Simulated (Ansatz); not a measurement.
Consider ZrS.

Input

```
crystal:
  lattice:
    - [0.0, 2.5659375, 2.625]
    - [2.6840625, 0.0, 2.625]
    - [2.6840625, 2.5659375, 0.0]
  atoms:
    - { symbol: Zr, position: [0.0, 0.0, 0.0] }
    - { symbol: S, position: [0.5, 0.5, 0.5] }
basis:
  ecutwfc: 420
kpoints:
  mp_grid: { grid: [16, 16, 16] }
hamiltonian:
  xc: pbesol
scf:
  occupations: { method: gaussian, width: 0.15 }
output:
  forces: true
  stress: true
  eigenvalues: true
  write_density: true
  write_potential: true
  elf: true
  volumetric_format: npy
```

Launched as:

```sh
ansatz run input.yaml --threads 1 --pin off --max-ram 2560MiB --backend cpu --events-out ev --progress --plain --runs-dir out
```

Below, planes, directions and counts refer to the conventional cell (a = 5.13 Å, b = 5.25 Å, c = 5.37 Å, α = 90.00°, β = 90.00°, γ = 90.00°).

Space group Fmmm; changed on purpose from its base cell (strain +0.0225 x Voigt [1, -1, 0, 0, 0, 0], atoms carried along); computed pressure about −6 GPa in this cell.

Theory: DFT PBEsol, scalar-relativistic, plane waves, PAW (Ansatz).

Predict the valence pseudo-density and electron localisation function between the atoms.

Answer. Zr–S (2.57 Å): ρ is about 0.38 e/Å³ halfway; the ELF peaks at about 0.85 in the valence shell of S, 0.8 Å from its nucleus, and is about 0.25 at the midpoint: no localised pair shows between them.
Zr–S (2.62 Å): the density is about 0.34 e/Å³ at the midpoint; the ELF peaks at about 0.85 in the valence shell of S, 0.8 Å from its nucleus, and is about 0.25 at the midpoint: no localised pair shows between them.

Does the calculation give a band gap?

Answer. It is gapless in this calculation (a metal or semimetal).

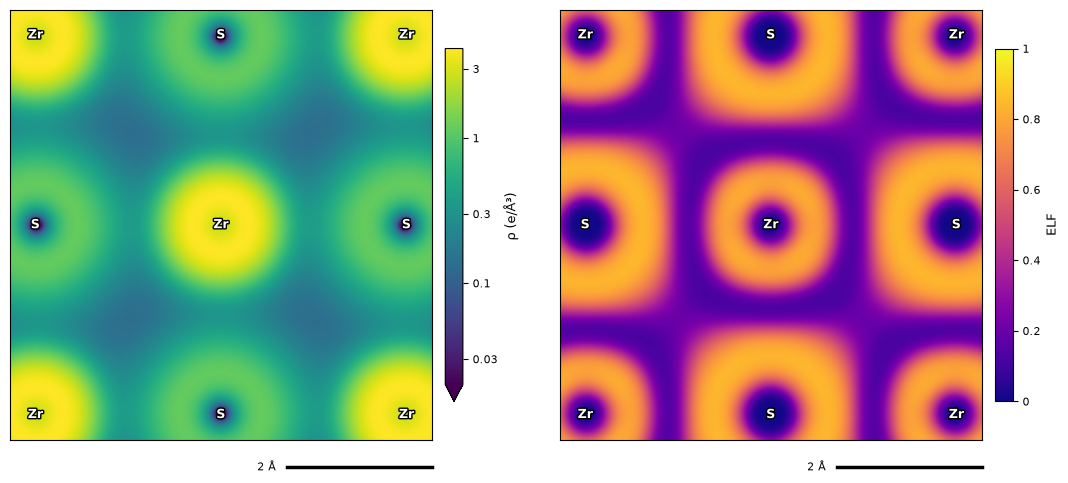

Computed valence pseudo-density and electron localisation function on the (001) plane of the conventional cell, in this order. 

Core electrons are frozen (PAW), and the valence fields are smoothed inside the atomic spheres.
